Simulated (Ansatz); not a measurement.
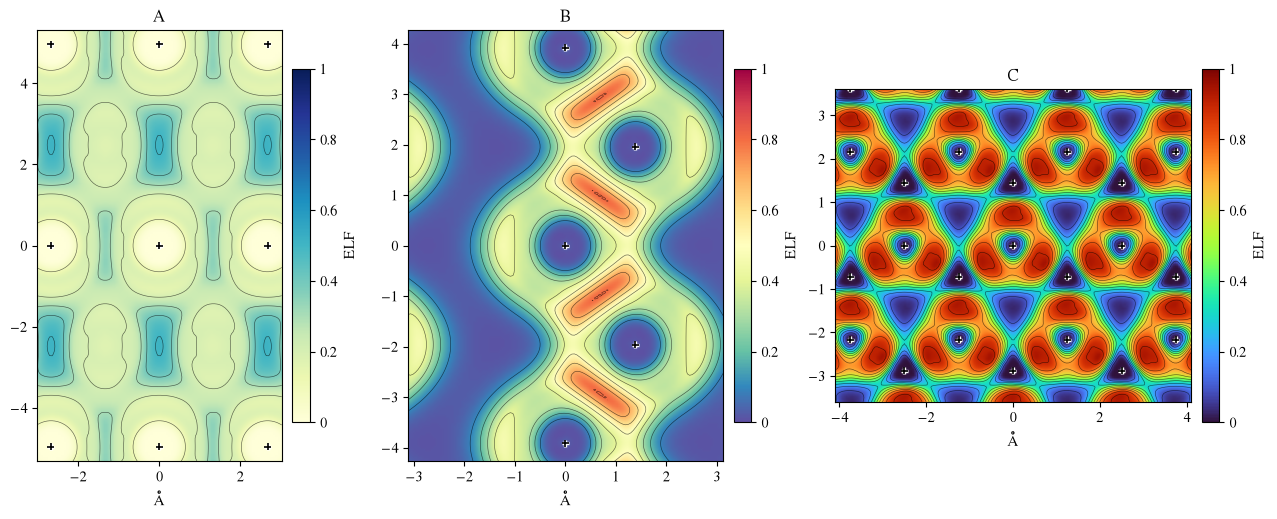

The ELF of 3 systems, each on a plane through atoms (crosses mark nuclei in the plane).

All numbers below come from Kohn-Sham DFT of a periodic cell, PBE0, Ansatz PAW in Ansatz.

System 1: Ge, the (110) plane of the conventional cell. Space group Fd-3m; computed pressure about 6 GPa in this cell.

```cif
data_structure
_symmetry_space_group_name_H-M 'P 1'
_symmetry_Int_Tables_number 1
_cell_length_a 5.5423
_cell_length_b 5.5423
_cell_length_c 5.5423
_cell_angle_alpha 90.000
_cell_angle_beta 90.000
_cell_angle_gamma 90.000
_cell_volume 170.25
loop_
_atom_site_label
_atom_site_type_symbol
_atom_site_fract_x
_atom_site_fract_y
_atom_site_fract_z
_atom_site_occupancy
Ge1 Ge 0.25000 0.25000 0.25000 1
Ge2 Ge 0.75000 0.75000 0.25000 1
Ge3 Ge 0.75000 0.25000 0.75000 1
Ge4 Ge 0.25000 0.75000 0.75000 1
Ge5 Ge 0.00000 0.00000 0.00000 1
Ge6 Ge 0.50000 0.50000 0.00000 1
Ge7 Ge 0.50000 0.00000 0.50000 1
Ge8 Ge 0.00000 0.50000 0.50000 1
```

System 2: BN, the (001) plane of the conventional cell. Space group R3m; a structure from a database of computed crystals, not necessarily the ambient phase.

```
CELL_PARAMETERS angstrom
2.50224 0.00000 0.00000
-1.25112 2.16701 0.00000
0.00000 0.00000 10.11880
ATOMIC_POSITIONS crystal
N 0.66667 0.33333 0.00057
N 0.33333 0.66667 0.33390
N 0.00000 0.00000 0.66724
B 0.00000 0.00000 0.00033
B 0.66667 0.33333 0.33366
B 0.33333 0.66667 0.66700
```

System 3: Zn, the (100) plane of the conventional cell. Space group P6₃/mmc.

```xyz
2
Lattice="2.6700 0.0000 0.0000 -1.3350 2.3123 0.0000 0.0000 0.0000 4.9660" Properties=species:S:1:pos:R:3 pbc="T T T"
Zn    1.3350    0.7708    3.7245
Zn    0.0000    1.5415    1.2415
```

**Which map belongs to which system?**

Panel A is system 3, Zn: the plane holds Zn. Zn–Zn (2.67 Å): the ELF is about 0.35 at the midpoint. Panel B is system 1, Ge: the plane holds Ge. Ge–Ge (2.40 Å): the ELF peaks at about 0.80 between the atoms: localised, covalent bonding. Panel C is system 2, BN: the plane holds N and B. B–N (1.44 Å): the ELF peaks at about 0.95 between the atoms; a shared but strongly polarised pair.
